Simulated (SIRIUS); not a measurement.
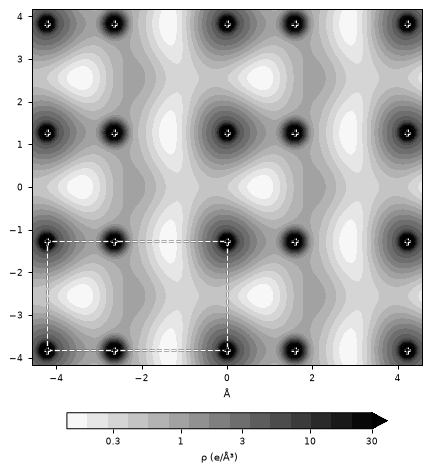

The total electron density on a plane through atoms (crosses mark nuclei in the plane).

Theory: Kohn-Sham DFT of a periodic cell, PBEsol, all-electron FP-LAPW in SIRIUS 7.12.0.

Candidates:
A. Hf, a = 4.66 Å, b = 3.98 Å, c = 3.13 Å, α = 90.21°, β = 131.74°, γ = 89.75°. Space group P-1.
B. BN, a = 2.55 Å, b = 2.55 Å, c = 4.23 Å, α = 90.00°, β = 90.00°, γ = 120.00°. Space group P6₃mc; a structure from a database of computed crystals, not necessarily the ambient phase.
C. MnS, a = 3.68 Å, b = 5.21 Å, c = 3.68 Å, α = 90.00°, β = 90.00°, γ = 90.00°. Space group Cm; spin-polarised.

Question: Which candidate gave the map?

Answer: Candidate B: BN on the (11̄0) plane of the conventional cell, which holds N and B. B–N (1.58 Å): ρ is about 1.4 e/Å³ halfway.
